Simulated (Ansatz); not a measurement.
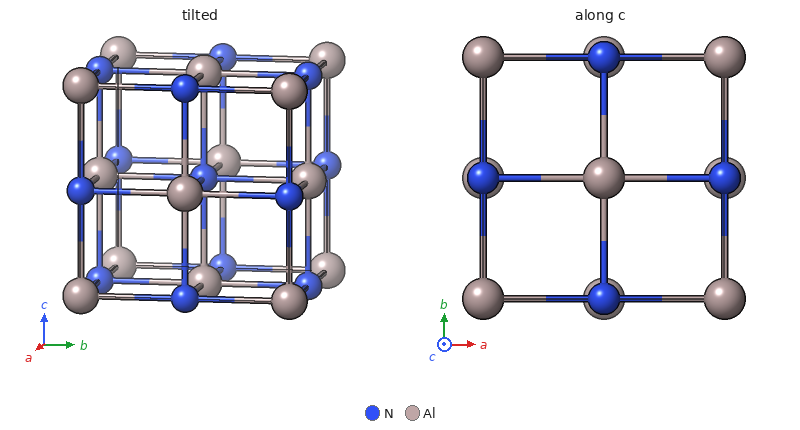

Ball-and-stick drawing of the structure, looking slightly off an axis and along the c axis. Thin lines show the drawn cell (a repeat of the simulation cell), with boundary atoms drawn in all their periodic places.

AlN, a = 4.025 Å, b = 4.025 Å, c = 4.038 Å, α = 90.00°, β = 90.00°, γ = 90.00°. Within 0.01 Å the space group is Fm-3m (No. 225), face-centred cubic: rock salt (NaCl type). The model was built from a structure type filled with these elements by a generator (whether the compound takes this form wasn't checked). The cell was then strained or its atoms displaced on purpose. Ansatz was used for an electronic-structure calculation on it.

This one geometry was computed with Ansatz (DFT, plane waves, PAW) at three levels of theory: PBE, HSE06 and r2SCAN. It was relaxed with r2SCAN and then strained.

Q: Which level gives the highest pressure at this volume, and what does that say about its equilibrium volume?

A: Highest: PBE (8.2 GPa), which points to the largest equilibrium volume. Lowest, with the smallest volume: HSE06 (0.2 GPa). Levels within 0.5 GPa of each other can't be told apart.

Q: How does the band gap change with the level of theory?

A: PBE: a gap of 4.71 eV, indirect; r2SCAN: a gap of 5.56 eV, indirect; HSE06: a gap of 6.12 eV, indirect.

Q: Collect the results in a table.

A:
| level | cutoff (eV) | k-mesh of the run's cell | gap (eV) | pressure (GPa) |
| --- | --- | --- | --- | --- |
| PBE | 420 | 10×10×10 | 4.71 | 8.2 |
| HSE06 | 420 | 8×8×8 | 6.12 | 0.2 |
| r2SCAN | 500 | 10×10×10 | 5.56 | 1.7 |

Gaps are taken on the k-mesh or band path of each run.
